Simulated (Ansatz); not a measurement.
**Ge: single-point calculation**

- system: Ge (I4₁/amd, 2 atoms in the cell)
- method: DFT r2SCAN, scalar-relativistic, plane waves, PAW, no spin polarisation (Ansatz 0.2.0)

The structure derives from a Materials Project entry. It belongs to a series of runs on one base structure; here: strain -0.030 along x and y, +0.015 along z, atoms carried along.

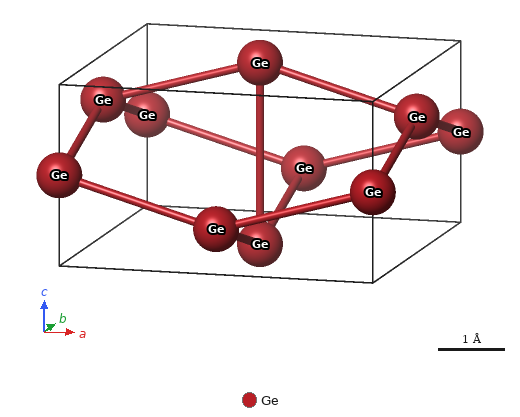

The structure as given in the input (ball-and-stick view of the cell 2 times as large as that of the calculation, set on its symmetry axes, seen slightly off an axis). An atom can appear more than once, as a periodic image. Near neighbours in the periodic cell (some may lie outside the picture): Ge has 6 Ge at 2.60 to 2.84 Å.

**Key numbers**

- outcome: converged
- space group (tolerance 0.01 Å): I4₁/amd (141)
- electrons treated: 28
- free energy: −8605.0586 eV
- Fermi energy: 11.809 eV
- gap on the k-point mesh: none (metallic)
- pressure: 4.89 GPa
- largest force (length of the vector): under 0.001 eV/Å
- hardware: 1 thread of Arm Neoverse V1, 24 GiB of memory available, shared host
- wall time: 63 s
- peak memory: 0.75 GiB

**The input**
```yaml
crystal:
  lattice:
    - [-2.4972550274, 2.4972550274, 1.4183738328]
    - [2.4972550274, -2.4972550274, 1.4183738328]
    - [2.4972550274, 2.4972550274, -1.4183738328]
  atoms:
    - { symbol: Ge, position: [0.25, 0.75, 0.5] }
    - { symbol: Ge, position: [0.5, 0.5, 0.0] }
basis:
  ecutwfc: 500
kpoints:
  mp_grid: { grid: [20, 20, 20] }
hamiltonian:
  xc: r2scan
scf:
  occupations: { method: gaussian, width: 0.15 }
output:
  forces: true
  stress: true
  eigenvalues: true
  write_density: true
  write_potential: true
  elf: true
  volumetric_format: npy
```

Command:
```bash
ansatz run input.yaml --threads 1 --pin off --max-ram 2560MiB --backend cpu --events-out ev --progress --plain --runs-dir out
```

**Output**
```
Engine: ansatz 0.2.0, aarch64-unknown-linux-gnu
Pseudopotentials: kind: paw
Pseudopotential: Ge, paw, valence charge 14, recommended cutoff 500 eV (meta_gga), Ge.paw.azcp
Functional definition: r2SCAN
  parameter k0 = 0.174
  parameter k1 = 0.065
  parameter a1 = 4.9479
  exchange = r2scan_x(k0 = k0, k1 = k1, a1 = a1)
  correlation = r2scan_c
Crystal: 2 atoms, lattice volume = 35.382 Å³
Basis set: ecut = 500 eV, 893 PW (Γ), exchange–correlation on 120×120×120 points (64 copies of the dense FFT grid, shifted against one another)
Bands: 18, of which v1, the nominal top of the filled ones, is band 14 counted from 1 (13 counted from 0)
Symmetry: 16 space group operations
Space group: I41/amd (ITA 141), of the structure as read, at distance tolerance 3.3e-5 Å
k-points: 641 of 8000
Non-local potential: Ge, projectors of the file, l = 0: 2, l = 1: 2, l = 2: 3, l = 3: 1
PAW form: soft (Blöchl's): semilocal exchange-correlation on the pseudo side does not see the compensation charge
PAW frozen core: Ge, regenerated for the run's functional (the file was generated under x = pbe(κ = 0.804, μ = 0.2195149727645171), c = pbe(β = 0.06672455060314922))
PAW one-centre angular grid: Ge, 590 points (default); XC on 160 Gauss nodes
Initial density: superposition of atomic densities (neutral atoms: chi_scale 0, normalization atom), corrected by the library's trained network
Initial wavefunctions: pseudopotential atomic-orbital guess
Functional: x = r2scan, c = r2scan; τ floored in thin density (d = 2e-4 eV/Å³)
SCF iter   1: F=—  HF=-8605.024303 eV  |F-HF|=—  |Δ(HF+E_count)|=         —  Δρ=7.09e-3  dr2=5.57e-3  dr2_τ=2.55e-3  ethr=1.77e-3  ⟨swp⟩=5.1  Hψ=47732  notcnv=0
preconditioner: auto → Kerker (q_TF=auto, 2.624 Å⁻¹)  [metal: Δε(μ)=0.011 eV  Ē_g=24.766 eV  σ=0.150 eV  W_gap=0.04  n_scr=16 (ndim 8)  ℏωp=33.0 eV  f_vac=0.000  D(μ)=0.67/eV (n_scr^D=4)]
SCF iter   2: F=—  HF=-8605.057465 eV  |F-HF|=—  |Δ(HF+E_count)|=   3.32e-2  Δρ=2.77e-3  dr2=1.21e-3  dr2_τ=2.24e-5  ethr=1.99e-5  ⟨swp⟩=2.0  Hψ=28072  notcnv=0  defer=89
SCF iter   3: F=—  HF=-8605.058172 eV  |F-HF|=—  |Δ(HF+E_count)|=   7.07e-4  Δρ=1.79e-3  dr2=6.15e-4  dr2_τ=7.00e-6  ethr=4.33e-6  ⟨swp⟩=1.0  Hψ=11441  notcnv=0  defer=89
SCF iter   4: F=—  HF=-8605.058572 eV  |F-HF|=—  |Δ(HF+E_count)|=   4.00e-4  Δρ=3.60e-4  dr2=4.73e-5  dr2_τ=4.34e-7  ethr=2.20e-6  ⟨swp⟩=2.0  Hψ=14017  notcnv=0  defer=89
SCF iter   5: F=—  HF=-8605.058599 eV  |F-HF|=—  |Δ(HF+E_count)|=   2.72e-5  Δρ=7.32e-5  dr2=2.20e-6  dr2_τ=9.76e-9  ethr=1.69e-7  ⟨swp⟩=2.0  Hψ=14015  notcnv=0  defer=89
SCF iter   6: F=-8605.058600 eV  HF=-8605.058600 eV  |F-HF|=2.15e-9  |Δ(HF+E_count)|=   1.06e-6  Δρ=8.07e-6  dr2=1.74e-8  dr2_τ=1.76e-10  ethr=3.57e-10  ⟨swp⟩=6.3  Hψ=66437  notcnv=0
SCF 1 converged in 6 iterations: F = -8605.058600 eV  dr2 = 1.74e-8
  greatest PAW one-centre occupation: 0.998 electrons in one spin orbital (limit 2), on the Ge atom at site 1 (counted from 0), in its partial waves of l = 2
SCF converged after 6 iterations
Free energy (F): -8605.058600 eV
Harris-Foulkes:  -8605.058600 eV  (|F-HF|=2.15e-9)
Internal energy: -8605.051182 eV  (E = F + TS)
E sigma→0 (E₀):  -8605.054891 eV
Entropy (-TS):   -0.007418 eV (-3.709 meV/atom)
Fermi energy:    11.808892 eV
--- Per-component energies (eV) ---
  E_band       = -222.010346
  E_kinetic    = 222.807032
  E_local      = -4219.995359  (includes V_loc(G=0)·N_el)
  E_nonlocal   = 836.732055
  E_hartree    = 1856.062269
  E_xc         = -139.087590
  E_vxc        = -137.240311  (∫ρ·V_xc dr)
  E_paw        = -4064.517992  (= ΣΔE_a)
  E_vpaw       = -644.214171  (= ΣTr[D̂ρ^β])
  E_aug_tail   = 0.000026  (compensation charges beyond the density's cutoff)
  E_vtau       = 7.781501  (kinetic-family band-sum trace: ∫τ·v_τ [+ j·A + Jᵃ·Aᵃ] dr)
  E_ewald      = -3094.880091
  E_core_change = -2.171532  (= ΣΔE_core)
  E_smearing   = -0.007418  (= −TS)
  E_closure    = 0.000000  (closes the sum)
  Σ components = -8605.058600   (vs F -8605.058600, Δ=0.00e0)
--- Forces (eV/Å), atoms counted from 1 ---
  atom   1  Ge     0.00000000     0.00000000     0.00000000
  atom   2  Ge    -0.00000000     0.00000000    -0.00000000
  max |Σ_I F_I| component: 2.43e-17 eV/Å
--- Stress (GPa, compression-positive) ---
        5.603021       0.000000       0.000000
        0.000000       5.603021      -0.000000
        0.000000      -0.000000       3.472286
  P = ⅓ Tr σ = 4.8928 GPa (48.928 kbar)
--- Band table (eV; the first three rows and the last of 641) ---
  k-point 0: bands = ["-13.6946", "-13.6057", "-13.5985", "-13.5691", "-13.4719", "-13.4719", "-13.4618", "-13.4618", "-13.3637", "-13.2860", "-2.5526", "8.4723", "9.3481", "9.3481", "15.6394", "19.9189", "20.1135", "20.5222"]
  k-point 1: bands = ["-13.6930", "-13.6063", "-13.5969", "-13.5706", "-13.4727", "-13.4704", "-13.4610", "-13.4610", "-13.3648", "-13.2877", "-2.5215", "7.9118", "9.3820", "9.8353", "15.7991", "19.5475", "20.0796", "20.3759"]
  k-point 2: bands = ["-13.6884", "-13.6083", "-13.5922", "-13.5748", "-13.4752", "-13.4664", "-13.4588", "-13.4586", "-13.3680", "-13.2929", "-2.4280", "7.0308", "9.4836", "10.5030", "16.2714", "18.8492", "19.9725", "19.9853"]
  k-point 640: bands = ["-13.6209", "-13.6209", "-13.4811", "-13.4811", "-13.4683", "-13.4683", "-13.4590", "-13.4590", "-13.4566", "-13.4566", "2.6349", "2.6349", "5.3655", "5.3655", "17.4698", "17.4698", "24.6792", "24.6792"]
```

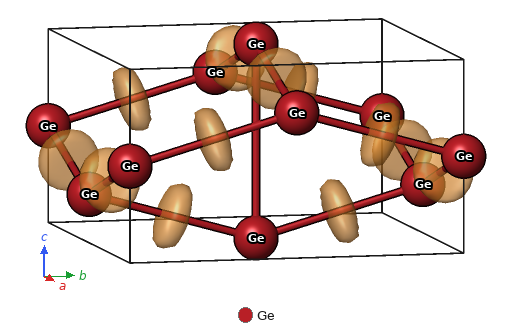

Isosurface of the ELF at 0.6 (orange), seen slightly off an axis. Only the valence region is drawn (cores and ρ < 0.01 e/Å³ removed). Sticks mark near contacts. The outline is the cell set on symmetry axes. The ELF exceeds this value in eight regions between bonded Ge–Ge atoms (shared pairs), counted in one cell of 4 atoms. Profiles from the grid: Ge–Ge (2.60 Å): the ELF peaks at about 0.70 between the atoms. Ge–Ge (2.84 Å): the ELF is about 0.50 at the midpoint, as expected for nearly free electrons, as in a simple metal. Core electrons are frozen (PAW), so the fields are smoothed inside the atomic spheres.

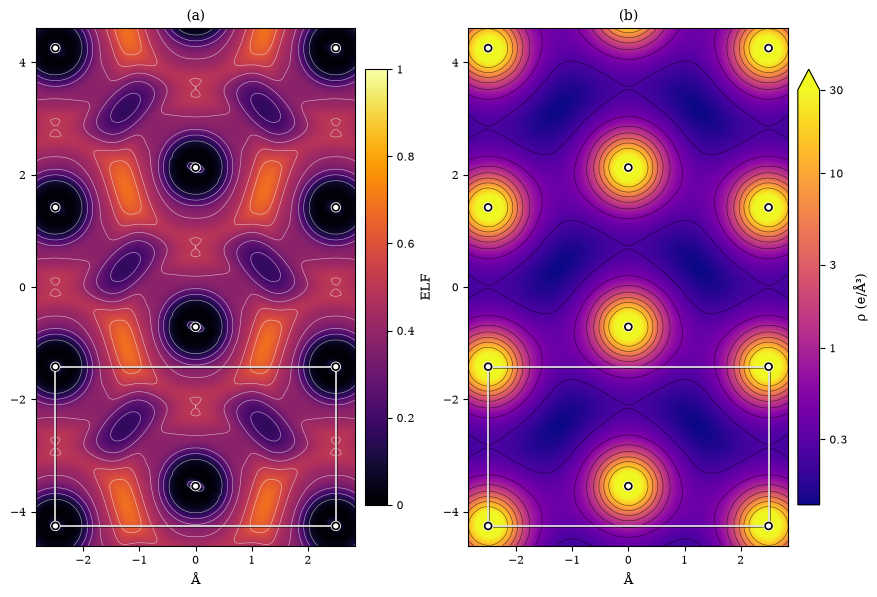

(a) electron localisation function; (b) valence electron density on the (010) plane of the conventional cell. Circles mark the nuclei in the plane (Ge). The section cuts through Ge sites. Ge–Ge (2.60 Å): ρ at the midpoint is about 0.39 e/Å³; the ELF peaks at about 0.70 between the atoms. Ge–Ge (2.84 Å): ρ is about 0.25 e/Å³ halfway; the ELF is about 0.50 at the midpoint, which marks nearly free electrons, as in a simple metal. Away from the nuclei the density in this plane falls to 0.13 e/Å³ at its lowest.

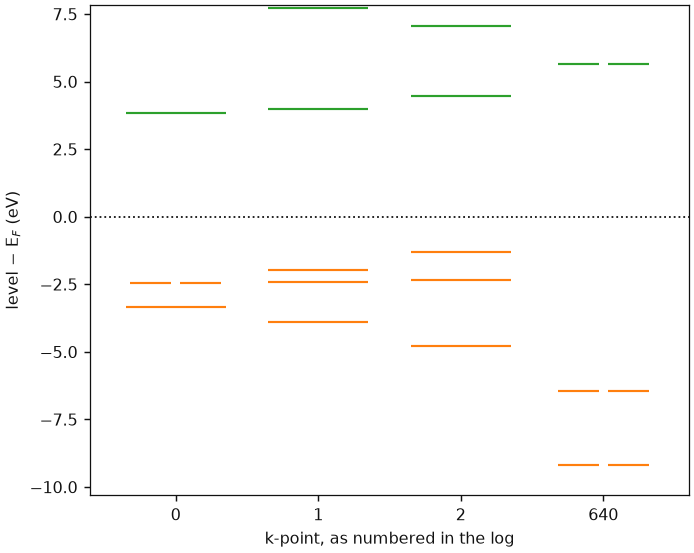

Kohn–Sham levels near the Fermi level (dotted) at the few k-points that the log prints; levels within 0.02 eV of each other stand side by side. The system is metallic on the full mesh.
